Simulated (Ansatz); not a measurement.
## Run report: WSe, geometry relaxation

The run: geometry relaxation of WSe (4 atoms in the cell). Method and program: DFT PBE, scalar-relativistic, plane waves, PAW, no spin polarisation (Ansatz 0.2.0).

The structure was made by swapping elements on the sites of another compound; it need not be a known phase. It belongs to a series of runs on one base structure; here: nickel arsenide type (P6_3/mmc, No. 194). Figures and captions count atoms from 1; the log counts them from 0 in places.

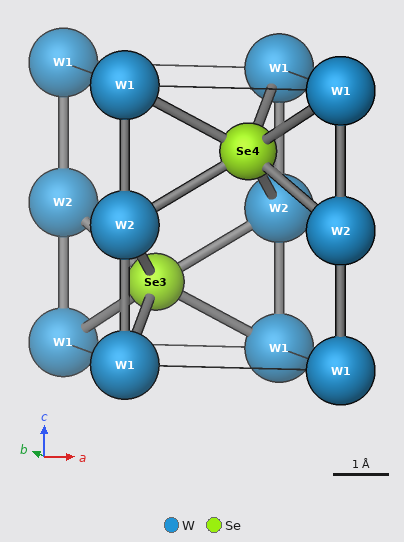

*The input geometry (ball-and-stick view of the cell of the calculation, seen slightly off an axis; atoms are numbered from 1 in the order of the input).*

Near neighbours in the crystal (not all of them lie inside the picture): W has 6 Se at 2.68 Å and 2 W at 2.57 Å; Se has 6 W at 2.68 Å.

Input file:
```yaml
crystal:
  lattice:
    - [4.0717179312, 0.0, 0.0]
    - [-2.0358589656, 3.5262111655, 0.0]
    - [0.0, 0.0, 5.148843938]
  atoms:
    - { symbol: W, position: [0.0, 0.0, 0.0] }
    - { symbol: W, position: [0.0, 0.0, 0.5] }
    - { symbol: Se, position: [0.3333333333, 0.6666666667, 0.25] }
    - { symbol: Se, position: [0.6666666667, 0.3333333333, 0.75] }
basis:
  ecutwfc: 420
kpoints:
  mp_grid: { grid: [12, 12, 10] }
hamiltonian:
  xc: pbe
scf:
  occupations: { method: gaussian, width: 0.1 }
output:
  forces: true
  stress: true
  eigenvalues: true
relax:
  adjacent_minimum: "off"
  f_tol: 0.01
  max_steps: 80
  cell: { stress_tol: 0.05 }
```

Run on 1 thread of Intel Xeon @ 2.50GHz (Skylake/Cascade Lake), 189 GiB of memory available, shared host.

Launch command:
```bash
ansatz run input.yaml --threads 1 --pin off --max-ram 2560MiB --backend cpu --events-out ev --progress --plain --runs-dir out
```

Output:
```
Engine: ansatz 0.2.0, x86_64-unknown-linux-gnu
Pseudopotentials: kind: paw
Pseudopotential: W, paw, valence charge 14, recommended cutoff 420 eV (normal), W.paw.azcp
Pseudopotential: Se, paw, valence charge 16, recommended cutoff 420 eV (normal), Se.paw.azcp
Functional definition: PBE
  parameter kappa = 0.804
  parameter beta = 0.06672455060314922
  exchange = pbe_x(kappa = kappa, mu = beta*pi^2/3)
  correlation = pbe_c(beta = beta)
Crystal: 4 atoms, lattice volume = 73.926 Å³
Basis set: ecut = 420 eV, 1421 PW (Γ), exchange–correlation on 60×60×72 points (8 copies of the dense FFT grid, shifted against one another)
Bands: 36, of which v1, the nominal top of the filled ones, is band 30 counted from 1 (29 counted from 0)
Symmetry: 24 space group operations
Space group: P63/mmc (ITA 194), of the structure as read, at distance tolerance 4.2e-5 Å
k-points: 114 of 1440
Non-local potential: W, projectors of the file, l = 0: 3, l = 1: 2, l = 2: 2, l = 3: 1
Non-local potential: Se, projectors of the file, l = 0: 2, l = 1: 2, l = 2: 3, l = 3: 1
PAW form: soft (Blöchl's): semilocal exchange-correlation on the pseudo side does not see the compensation charge
PAW one-centre angular grid: W, 590 points (default); XC on 64 Gauss nodes
PAW one-centre angular grid: Se, 590 points (default); XC on 64 Gauss nodes
Initial density: superposition of atomic densities (neutral atoms: chi_scale 0, normalization atom), corrected by the library's trained network
Initial wavefunctions: pseudopotential atomic-orbital guess
Functional: x = pbe(κ = 0.804, μ = 0.2195149727645171), c = pbe(β = 0.06672455060314922)
SCF iter   1: F=—  HF=-31705.602406 eV  |F-HF|=—  |Δ(HF+E_count)|=         —  Δρ=6.65e-3  dr2=4.61e-2  ethr=1.77e-3  ⟨swp⟩=5.4  Hψ=15873  notcnv=0
preconditioner: auto → Kerker (q_TF=auto, 2.635 Å⁻¹)  [metal: Δε(μ)=0.027 eV  Ē_g=7.553 eV  σ=0.100 eV  W_gap=0.15  n_scr=22 (ndim 8)  ℏωp=21.2 eV  f_vac=0.009  D(μ)=3.14/eV (n_scr^D=22)]
SCF iter   2: F=—  HF=-31705.595410 eV  |F-HF|=—  |Δ(HF+E_count)|=   7.00e-3  Δρ=3.90e-3  dr2=1.76e-2  ethr=7.68e-5  ⟨swp⟩=1.0  Hψ=5019  notcnv=0
SCF iter   3: F=—  HF=-31705.591328 eV  |F-HF|=—  |Δ(HF+E_count)|=   4.08e-3  Δρ=6.28e-4  dr2=3.22e-4  ethr=2.93e-5  ⟨swp⟩=2.0  Hψ=5162  notcnv=0
SCF iter   4: F=—  HF=-31705.591352 eV  |F-HF|=—  |Δ(HF+E_count)|=   2.40e-5  Δρ=1.63e-4  dr2=2.42e-5  ethr=5.36e-7  ⟨swp⟩=2.0  Hψ=5343  notcnv=0
SCF iter   5: F=—  HF=-31705.591320 eV  |F-HF|=—  |Δ(HF+E_count)|=   3.15e-5  Δρ=5.22e-5  dr2=3.02e-6  ethr=4.04e-8  ⟨swp⟩=2.0  Hψ=5245  notcnv=0
SCF iter   6: F=—  HF=-31705.591323 eV  |F-HF|=—  |Δ(HF+E_count)|=   2.31e-6  Δρ=1.75e-5  dr2=2.57e-7  ethr=5.04e-9  ⟨swp⟩=2.0  Hψ=7214  notcnv=0
SCF iter   7: F=-31705.591323 eV  HF=-31705.591323 eV  |F-HF|=4.16e-8  |Δ(HF+E_count)|=   4.79e-8  Δρ=8.84e-6  dr2=7.64e-8  ethr=1.67e-10  ⟨swp⟩=8.0  Hψ=17013  notcnv=0
SCF 1 converged in 7 iterations: F = -31705.591323 eV  dr2 = 7.64e-8
  greatest PAW one-centre occupation: 1.000 electrons in one spin orbital (limit 2), on the Se atom at site 3 (counted from 0), in its partial waves of l = 2
relax step   1: F+E_penalty+E_count = -31705.59132260 eV  Δ(F+E_penalty+E_count) = +0.000e0 eV  max|allowed force component| = 5.204e-18 eV/Å  Δτ_max = 0.0000 Å  P = -0.107 GPa  Ω = 73.926 Å³  (7 SCF iters, dr2 threshold 1.00e-7 eV, accepted)
Crystal: 4 atoms, lattice volume = 73.845 Å³
Initial density: handed on by an earlier stage of this run
Initial wavefunctions: those handed on with the density
iter 1 solved again at ethr=9.73e-8 eV; its pass at ethr=3.10e-3 eV (dr2=5.84e-5 eV) is discarded
SCF iter   1: F=—  HF=-31705.591426 eV  |F-HF|=—  |Δ(HF+E_count)|=         —  Δρ=2.73e-4  dr2=8.65e-5  ethr=9.73e-8  ⟨swp⟩=3.1  Hψ=17891  notcnv=0
preconditioner: auto → LDOS  [metal: Δε(μ)=0.012 eV  Ē_g=7.591 eV  σ=0.100 eV  W_gap=0.07  n_scr=22 (ndim 8)  ℏωp=21.2 eV  f_vac=0.010  D(μ)=3.07/eV (n_scr^D=22)  β→1.0]
SCF iter   2: F=—  HF=-31705.591369 eV  |F-HF|=—  |Δ(HF+E_count)|=   5.73e-5  Δρ=1.93e-4  dr2=2.56e-5  ethr=9.73e-8  ⟨swp⟩=2.0  Hψ=7226  notcnv=0
SCF iter   3: F=—  HF=-31705.591360 eV  |F-HF|=—  |Δ(HF+E_count)|=   8.42e-6  Δρ=2.29e-5  dr2=4.63e-7  ethr=4.26e-8  ⟨swp⟩=2.0  Hψ=6852  notcnv=0
SCF iter   4: F=-31705.591360 eV  HF=-31705.591360 eV  |F-HF|=5.82e-9  |Δ(HF+E_count)|=   7.19e-8  Δρ=4.61e-6  dr2=1.87e-8  ethr=3.97e-10  ⟨swp⟩=5.0  Hψ=14972  notcnv=0
SCF 2 converged in 4 iterations: F = -31705.591360 eV  dr2 = 1.87e-8
relax step   2: F+E_penalty+E_count = -31705.59136019 eV  Δ(F+E_penalty+E_count) = -3.759e-5 eV  max|allowed force component| = 5.060e-18 eV/Å  Δτ_max = 0.0000 Å  P = +0.151 GPa  Ω = 73.845 Å³  energy of the carried Pulay correction = +2.197e-5 eV  (4 SCF iters, dr2 threshold 2.38e-7 eV, accepted)
Crystal: 4 atoms, lattice volume = 73.901 Å³
iter 1 solved again at ethr=2.69e-8 eV; its pass at ethr=3.10e-3 eV (dr2=1.61e-5 eV) is discarded
SCF iter   1: F=—  HF=-31705.591447 eV  |F-HF|=—  |Δ(HF+E_count)|=         —  Δρ=1.22e-4  dr2=2.04e-5  ethr=2.69e-8  ⟨swp⟩=2.8  Hψ=17067  notcnv=0
preconditioner: auto → LDOS  [metal: Δε(μ)=0.006 eV  Ē_g=7.587 eV  σ=0.100 eV  W_gap=0.04  n_scr=22 (ndim 8)  ℏωp=21.2 eV  f_vac=0.011  D(μ)=3.07/eV (n_scr^D=22)  β→1.0]
SCF iter   2: F=—  HF=-31705.591401 eV  |F-HF|=—  |Δ(HF+E_count)|=   4.58e-5  Δρ=8.56e-5  dr2=5.11e-6  ethr=2.69e-8  ⟨swp⟩=2.0  Hψ=6634  notcnv=0
SCF iter   3: F=-31705.591399 eV  HF=-31705.591399 eV  |F-HF|=8.32e-8  |Δ(HF+E_count)|=   1.57e-6  Δρ=1.15e-5  dr2=1.29e-7  ethr=3.71e-10  ⟨swp⟩=3.1  Hψ=18397  notcnv=0
SCF 3 converged in 3 iterations: F = -31705.591399 eV  dr2 = 1.29e-7
relax step   3: F+E_penalty+E_count = -31705.59139933 eV  Δ(F+E_penalty+E_count) = -3.915e-5 eV  max|allowed force component| = 1.229e-17 eV/Å  Δτ_max = 0.0000 Å  P = -0.001 GPa  Ω = 73.901 Å³  energy of the carried Pulay correction = +7.953e-6 eV  (3 SCF iters, dr2 threshold 2.23e-7 eV, accepted)
Initial wavefunctions: pseudopotential atomic-orbital guess (no wavefunctions were taken with the density)
iter 1 solved again at ethr=7.24e-9 eV; its pass at ethr=3.10e-3 eV (dr2=4.34e-6 eV) is discarded
SCF iter   1: F=—  HF=-31705.591433 eV  |F-HF|=—  |Δ(HF+E_count)|=         —  Δρ=1.22e-5  dr2=1.32e-7  ethr=7.24e-9  ⟨swp⟩=4.0  Hψ=28747  notcnv=0
preconditioner: auto → LDOS  [metal: Δε(μ)=0.007 eV  Ē_g=7.586 eV  σ=0.100 eV  W_gap=0.04  n_scr=22 (ndim 8)  ℏωp=21.2 eV  f_vac=0.011  D(μ)=3.07/eV (n_scr^D=22)  β→1.0]
SCF iter   2: F=—  HF=-31705.591391 eV  |F-HF|=—  |Δ(HF+E_count)|=   4.20e-5  Δρ=8.47e-6  dr2=4.27e-8  ethr=2.21e-10  ⟨swp⟩=2.0  Hψ=7498  notcnv=0
SCF iter   3: F=—  HF=-31705.591391 eV  |F-HF|=—  |Δ(HF+E_count)|=   1.48e-8  Δρ=1.60e-6  dr2=2.32e-9  ethr=7.11e-11  ⟨swp⟩=2.0  Hψ=7106  notcnv=0
SCF iter   4: F=—  HF=-31705.591391 eV  |F-HF|=—  |Δ(HF+E_count)|=  1.24e-10  Δρ=3.10e-7  dr2=6.17e-11  ethr=3.87e-12  ⟨swp⟩=2.0  Hψ=5700  notcnv=0
SCF iter   5: F=-31705.591391 eV  HF=-31705.591391 eV  |F-HF|=1.46e-11  |Δ(HF+E_count)|=  7.28e-12  Δρ=7.24e-8  dr2=1.63e-12  ethr=1.00e-12  ⟨swp⟩=4.3  Hψ=14667  notcnv=0
SCF 4 converged in 5 iterations: F = -31705.591391 eV  dr2 = 1.63e-12
relax step   4: F+E_penalty+E_count = -31705.59139142 eV  Δ(F+E_penalty+E_count) = +7.917e-6 eV  max|allowed force component| = 1.229e-17 eV/Å  Δτ_max = 0.0000 Å  P = -0.001 GPa  Ω = 73.901 Å³  stress off target by 1.46e-3 GPa  SCF on the basis re-selected at this cell (its energy is not comparable with the rows above)  (5 SCF iters)
```

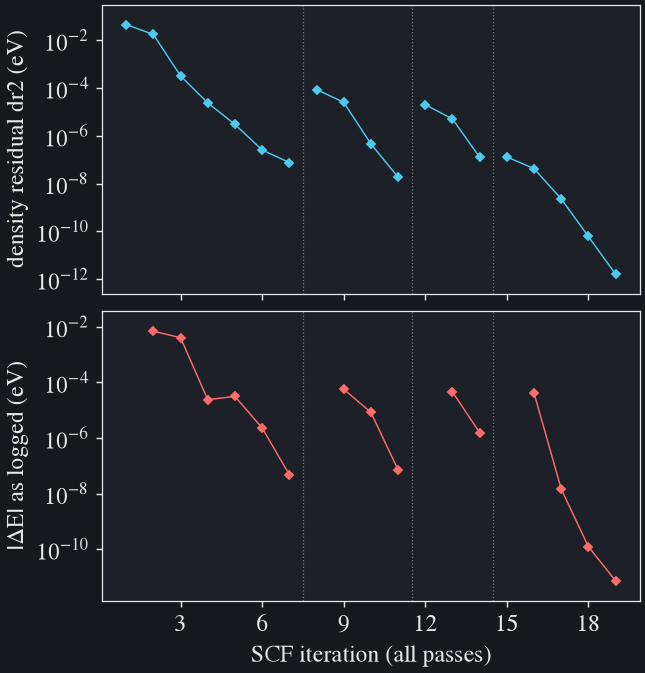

*Convergence of the self-consistent field: density residual dr2 and size of the energy change against the SCF iteration. The dotted lines part the SCF passes of the relaxation: geometry steps, rejected trials and re-solves on a re-selected basis.*

The passes take 7, 4, 3 and 5 iterations.

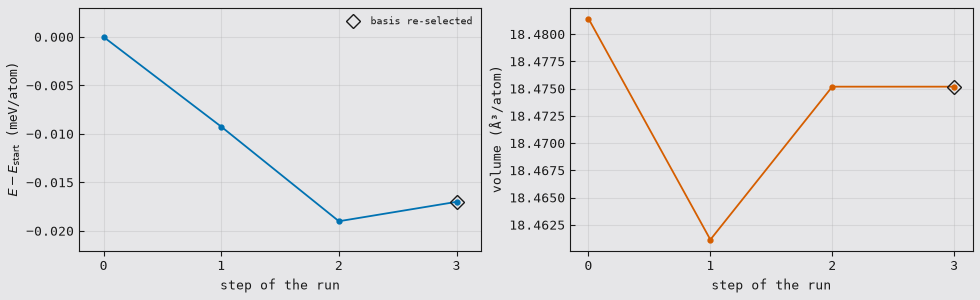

*Progress of the relaxation, step by step (the first geometry is step 0 here and step 1 in the log).*

The atoms keep their places relative to the cell (all moves are under 0.005 Å). The space group stays P6_3/mmc (No. 194). The energy falls by next to nothing (0.0 meV per atom) in 2 geometry steps. All forces vanish by symmetry, so only the cell relaxes. The pressure goes from −0.11 to 0.00 GPa. A last SCF at the same geometry on a re-selected plane-wave basis shifts the energy by +0.0 meV per atom. (Atoms are counted from 1 in the order of the input.)

```
basis re-selected at this cell: Δ(F+E_penalty+E_count) = +7.917e-6 eV, ΔP = -0.000 GPa vs the last step (what re-selecting the basis moved, of the pressure what is left beyond the Pulay correction that the steps carried, after the strain that the cell walked since its last selection, with what the two solves' SCF thresholds leave and, on support functions, any second-order correction that the steps lacked; it is no measure of the basis error at this ecutwfc). This SCF's stress stands 1.46e-3 GPa from its target on what of the cell is left free (relax.cell.stress_tol is 5.00e-2 GPa) and its largest allowed force component is 1.23e-17 eV/Å (relax.f_tol is 1.00e-2 eV/Å): within both
SCF converged after 5 iterations
Free energy (F): -31705.591391 eV
Harris-Foulkes:  -31705.591391 eV  (|F-HF|=1.46e-11)
Internal energy: -31705.576050 eV  (E = F + TS)
E sigma→0 (E₀):  -31705.583721 eV
Entropy (-TS):   -0.015342 eV (-3.835 meV/atom)
Fermi energy:    16.575232 eV
--- Per-component energies (eV) ---
  E_band       = -890.283934
  E_kinetic    = 1143.283576
  E_local      = -5778.395406  (includes V_loc(G=0)·N_el)
  E_nonlocal   = -1182.027525
  E_hartree    = 2710.180017
  E_xc         = -741.594500
  E_vxc        = -673.569786  (∫ρ·V_xc dr)
  E_paw        = -20952.694820  (= ΣΔE_a)
  E_vpaw       = 180.066490  (= ΣTr[D̂ρ^β])
  E_aug_tail   = -0.001334  (compensation charges beyond the density's cutoff)
  E_ewald      = -6904.326060
  E_smearing   = -0.015342  (= −TS)
  E_closure    = -0.000000  (closes the sum)
  Σ components = -31705.591391   (vs F -31705.591391, Δ=0.00e0)
--- Forces (eV/Å), atoms counted from 1 ---
  atom   1  W     -0.00000000    -0.00000000     0.00000000
  atom   2  W     -0.00000000    -0.00000000     0.00000000
  atom   3  Se    -0.00000000    -0.00000000    -0.00000000
  atom   4  Se    -0.00000000     0.00000000     0.00000000
  max |Σ_I F_I| component: 6.94e-18 eV/Å
--- Stress (GPa, compression-positive) ---
       -0.001459      -0.000000       0.000000
       -0.000000      -0.001459       0.000000
        0.000000       0.000000      -0.001457
  P = ⅓ Tr σ = -0.0015 GPa (-0.015 kbar)
--- Band table (eV; the first three rows and the last of 114) ---
  k-point 0: bands = ["-57.7001", "-57.5717", "-32.7643", "-32.7643", "-32.7637", "-32.7637", "-32.7517", "-32.7517", "-32.7502", "-32.7502", "-32.7402", "-32.7396", "-22.7714", "-22.0351", "-22.0351", "-21.8462", "-21.8462", "-21.2248", "0.4274", "2.7410", "9.0077", "9.9093", "9.9093", "11.8530", "13.5543", "13.5543", "13.6480", "13.6480", "15.0907", "15.4833", "15.4833", "18.2413", "18.2860", "19.2766", "19.2766", "21.4808"]
  k-point 1: bands = ["-57.6970", "-57.5749", "-32.7643", "-32.7643", "-32.7637", "-32.7637", "-32.7517", "-32.7517", "-32.7503", "-32.7503", "-32.7402", "-32.7396", "-22.7366", "-22.0305", "-22.0305", "-21.8510", "-21.8510", "-21.2662", "0.4710", "2.6581", "9.1364", "9.9621", "9.9621", "12.0030", "13.3840", "13.3840", "13.6241", "13.6241", "14.7844", "15.7237", "15.7237", "18.2667", "18.5776", "18.9963", "18.9963", "21.3896"]
  k-point 2: bands = ["-57.6880", "-57.5841", "-32.7643", "-32.7643", "-32.7638", "-32.7638", "-32.7516", "-32.7516", "-32.7503", "-32.7503", "-32.7401", "-32.7396", "-22.6349", "-22.0174", "-22.0174", "-21.8646", "-21.8646", "-21.3852", "0.5993", "2.4322", "9.4995", "10.1191", "10.1191", "12.4263", "12.8392", "12.8392", "13.8318", "13.8318", "14.1229", "16.1186", "16.1186", "18.1208", "18.5294", "18.5294", "19.3393", "21.1195"]
  k-point 113: bands = ["-57.6358", "-57.6358", "-32.7636", "-32.7636", "-32.7636", "-32.7636", "-32.7512", "-32.7512", "-32.7507", "-32.7507", "-32.7396", "-32.7396", "-22.0271", "-22.0271", "-21.9607", "-21.9607", "-21.9591", "-21.9591", "1.9493", "1.9493", "9.7582", "9.7582", "10.3352", "10.3352", "12.0386", "12.0386", "15.7179", "15.7179", "15.7245", "15.7245", "17.1743", "17.1743", "17.4191", "17.4191", "20.6203", "20.6203"]
--- Relaxed structure (3 steps of the walk, 3 accepted, 1 SCFs on fresh bases) ---
  F+E_penalty+E_count = -31705.59139142 eV   max|allowed force component| = 1.229e-17 eV/Å   (the final SCF, on the basis selected at the relaxed cell)
  cell:  # Å, volume = 73.9008 Å³
    - [4.073012312064246, -3.736941128697935e-34, 0.0]
    - [-2.036506156032123, 3.527332132174428, 0.0]
    - [0.0, 0.0, 5.143832005840007]
  atoms:
    - { symbol: W, position: [-1.627849279454274e-35, -2.8446637641016084e-37, -9.74091004486069e-38] }
    - { symbol: W, position: [-1.5539427469061626e-35, -2.8446637641016084e-37, 0.5] }
    - { symbol: Se, position: [0.3333333333333333, 0.6666666666666666, 0.25] }
    - { symbol: Se, position: [0.6666666666666666, 0.3333333333333333, 0.7500000000000001] }
```

Trajectory as extended XYZ (Å, eV, eV/Å), 4 frames, from step=1 to step=4:
```
4
Lattice="4.0717 0.0000 0.0000 -2.0359 3.5262 0.0000 0.0000 0.0000 5.1488" Properties=species:S:1:pos:R:3:forces:R:3 step=1 energy=-31705.59132 pressure_GPa=-0.11
W     0.0000    0.0000    0.0000    0.0000   0.0000   0.0000
W     0.0000    0.0000    2.5744    0.0000   0.0000   0.0000
Se    0.0000    2.3508    1.2872    0.0000   0.0000   0.0000
Se    2.0359    1.1754    3.8616    0.0000   0.0000   0.0000
4
Lattice="4.0731 0.0000 0.0000 -2.0365 3.5274 0.0000 0.0000 0.0000 5.1398" Properties=species:S:1:pos:R:3:forces:R:3 step=2 energy=-31705.59136 pressure_GPa=0.15
W     0.0000    0.0000    0.0000    0.0000   0.0000   0.0000
W     0.0000    0.0000    2.5699    0.0000   0.0000   0.0000
Se    0.0000    2.3516    1.2850    0.0000   0.0000   0.0000
Se    2.0365    1.1758    3.8549    0.0000   0.0000   0.0000
4
Lattice="4.0730 0.0000 0.0000 -2.0365 3.5273 0.0000 0.0000 0.0000 5.1438" Properties=species:S:1:pos:R:3:forces:R:3 step=3 energy=-31705.59140 pressure_GPa=-0.00
W     0.0000    0.0000    0.0000    0.0000   0.0000   0.0000
W     0.0000    0.0000    2.5719    0.0000   0.0000   0.0000
Se    0.0000    2.3516    1.2860    0.0000   0.0000   0.0000
Se    2.0365    1.1758    3.8579    0.0000   0.0000   0.0000
4
Lattice="4.0730 0.0000 0.0000 -2.0365 3.5273 0.0000 0.0000 0.0000 5.1438" Properties=species:S:1:pos:R:3:forces:R:3 step=4 energy=-31705.59139 pressure_GPa=-0.00
W     0.0000    0.0000    0.0000    0.0000   0.0000   0.0000
W     0.0000    0.0000    2.5719    0.0000   0.0000   0.0000
Se    0.0000    2.3516    1.2860    0.0000   0.0000   0.0000
Se    2.0365    1.1758    3.8579    0.0000   0.0000   0.0000
```

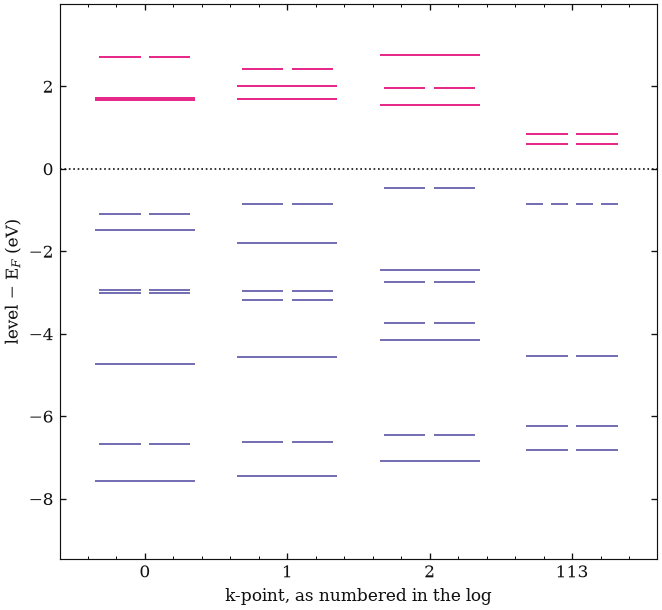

*Kohn–Sham levels near the Fermi level (dotted) at the few k-points that the log prints; levels within 0.02 eV of each other stand side by side.*

The system is metallic on the full mesh.

Results in brief:

| quantity | value |
| --- | --- |
| outcome | converged |
| space group (tolerance 0.01 Å) | P6₃/mmc (194) |
| electrons treated | 60 |
| free energy | −31705.5914 eV |
| Fermi energy | 16.575 eV |
| gap on the k-point mesh | none (metallic) |
| pressure | 0.00 GPa |
| final volume | 73.90 Å³ |
| largest force (length of the vector) at the end | under 0.001 eV/Å |
| final cell | a = 4.073 Å, b = 4.073 Å, c = 5.144 Å, α = 90.00°, β = 90.00°, γ = 120.00° |
| wall time | 2.5 min |
| peak memory | 0.54 GiB |

Spin–orbit coupling is left out, which matters for W.
